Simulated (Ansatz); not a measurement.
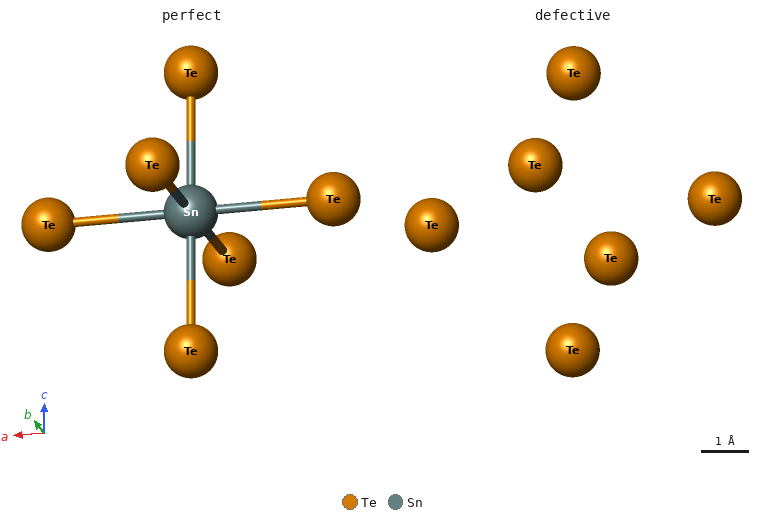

Left: perfect SnTe. Right: the same region with one point defect, after relaxing the atoms in a supercell of 64 sites. The picture is a ball-and-stick view of the atoms within 3.8 Å of one point, seen from a free direction.

Method: DFT, PBEsol, PAW, plane waves in Ansatz. (plane-wave cutoff 420 eV; k-point mesh 1 × 1 × 1; mesh shifted by (0.25, 0.25, 0.25); collinear spin) Fermi-Dirac smearing of 0.01 eV. The axes drawn are those of the host's conventional cell.

Which defect is it?

Answer. A tin atom is taken out (a vacancy).

The charge state of the cell is 0.

How does the lattice respond?

Answer. Around the empty Sn site the host had 6 Te at 3.14 Å; after relaxation the nearest atoms are 6 Te at 3.12 to 3.13 Å. Of the host's atoms, a tin atom moves furthest from its site, by 0.09 Å. The cell's net moment is 0.23 μB.
